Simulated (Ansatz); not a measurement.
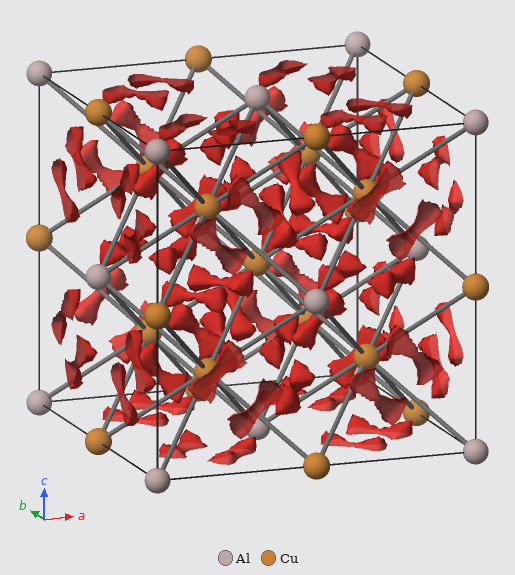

*AlCu$_{3}$. Deformation density (self-consistent density less superposed neutral spherical atoms): red surfaces at +0.04, none at −0.04 e/Å³, in the conventional cell seen slightly off an axis (the regions close to the nuclei are left out). Cores are masked to 0.8 Å (Al) and 0.9 Å (Cu).*

Space group Fm-3m. The cell comes from a database of computed structures, not from a measurement.

Theory: Ansatz, DFT r2SCAN, scalar-relativistic, plane waves, PAW.

In a PAW calculation such maps are meaningful between the atoms, not at the nuclei.

Q: What does the deformation density say about the bonding?

A: Al–Cu (2.50 Å): Δρ is +0.03 e/Å³ at the midpoint.
Cu–Cu (2.50 Å): Δρ is +0.03 e/Å³ at the midpoint.
Over the whole cell, outside the masked cores, the largest gain, 0.04 e/Å³, lies 1.5 Å from a copper nucleus and 1.8 Å from an aluminium one, and the largest loss lies at the edge of the masked core of Al.
The rearranged charge, half the integral of |Δρ|, is about 0.23 e an atom.
Bader charges: Al +1.64 and Cu −0.74 to −0.15 e. Among metals such charges hang on how the charge between the atoms is shared out.
